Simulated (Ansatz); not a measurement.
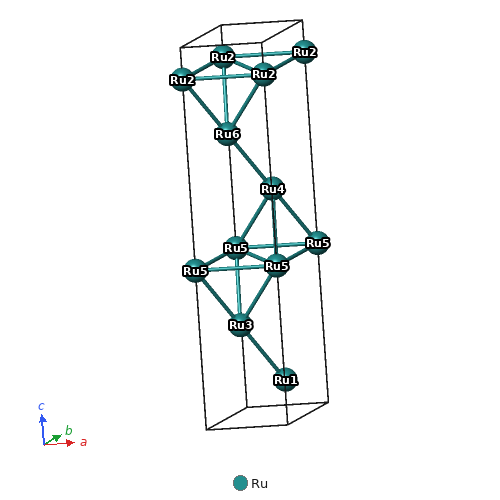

The system is Ru (Fm-3m, No. 225; 6 atoms in the cell); the picture shows the reference structure. Gamma surface: rigid slide across a plane, one fault a cell; the plane is (1 1 1) of the conventional cell. Places are given modulo a cell vector. The map is drawn in real space over the plane of the slide. Nothing is relaxed (rigid halves, spacing across the cut fixed). The grid has 6 × 6 points; 10 points were computed and 26 follow by symmetry. Energies: J/m², counted from the perfect crystal. All numbers below come from Ansatz 0.2.0, DFT PBEsol, scalar-relativistic, plane waves, PAW. Settings: cutoff 420 eV, k-mesh 19×19×4 in the order of the run's cell vectors, gaussian smearing 0.15 eV, no spin polarisation.

Its coordinates:

```yaml
crystal:
  lattice:
    - [1.88442, -1.88442, 0.00000]
    - [1.88442, 0.00000, -1.88442]
    - [7.53769, 7.53769, 7.53769]
  atoms:
    - { symbol: Ru, position: [0.66667, 0.66667, 0.08332] }
    - { symbol: Ru, position: [0.00000, 0.00000, 0.91665] }
    - { symbol: Ru, position: [0.33333, 0.33333, 0.24998] }
    - { symbol: Ru, position: [0.66667, 0.66667, 0.58332] }
    - { symbol: Ru, position: [0.00000, 0.00000, 0.41665] }
    - { symbol: Ru, position: [0.33333, 0.33333, 0.74998] }
```

The input of one point:

```yaml
crystal:
  lattice:
    - [1.88442368, -1.88442368, 0.0]
    - [1.88442368, 0.0, -1.88442368]
    - [10.0502596269, 6.2814122669, 6.2814122669]
  atoms:
    - { symbol: Ru, position: [0.6111222222, 0.6111222222, 0.0833166667] }
    - { symbol: Ru, position: [-0.6111, -0.6111, 0.91665] }
    - { symbol: Ru, position: [0.1666777778, 0.1666777778, 0.2499833333] }
    - { symbol: Ru, position: [0.2777888889, 0.2777888889, 0.5833166667] }
    - { symbol: Ru, position: [-0.2777666667, -0.2777666667, 0.41665] }
    - { symbol: Ru, position: [-0.1666555556, -0.1666555556, 0.7499833333] }
basis:
  ecutwfc: 420
kpoints:
  mp_grid: { grid: [19, 19, 4] }
hamiltonian:
  xc: pbesol
scf:
  occupations: { method: gaussian, width: 0.15 }
output:
  forces: true
  stress: true
  eigenvalues: true
```

Range: slide along a1 from 0.000 to 0.833; slide along a2 from 0.000 to 0.833.

Q: Predict the map.

A: The lowest grid point is at (4/6, 4/6) of the cell vectors, −0.46 J/m² from the perfect crystal. There is a further well near (0/6, 0/6) of the cell vectors (0.46 J/m² above the lowest at that grid point). The highest grid point, (2/6, 2/6) of the cell vectors, lies 3.05 J/m² above the lowest. On the interpolated surface the easiest way out of the lowest well to the well at (0/6, 0/6) of the cell vectors passes a barrier of about 1.2 J/m².

```
slide along a2 ↓, slide along a1 →   0/6   1/6   2/6   3/6    4/6   5/6
                               5/6  0.58  0.58  0.74  0.34   0.34  0.74
                               4/6  1.44  1.71  1.44  0.34  −0.46  0.34
                               3/6  1.72  2.38  2.38  1.72   0.34  0.34
                               2/6  1.44  2.38  2.59  2.38   1.44  0.74
                               1/6  0.58  1.71  2.38  2.38   1.71  0.58
                               0/6  0.00  0.58  1.44  1.72   1.44  0.58
```

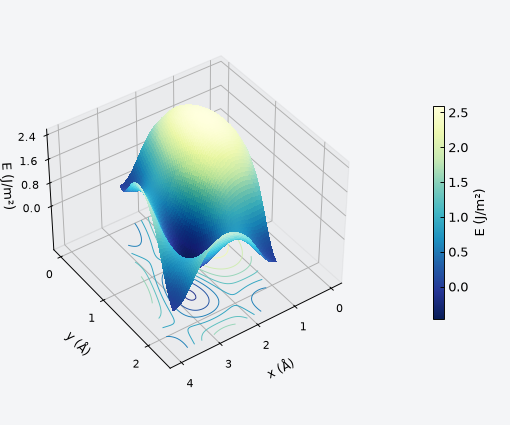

In the figure: a relief with its contours projected below, any walls above the top of the colour scale cut off. Between grid points the surface is interpolated.

Time for the 10 points that were run: 9.4 min on 2 threads of Arm Neoverse V2, on a shared host.
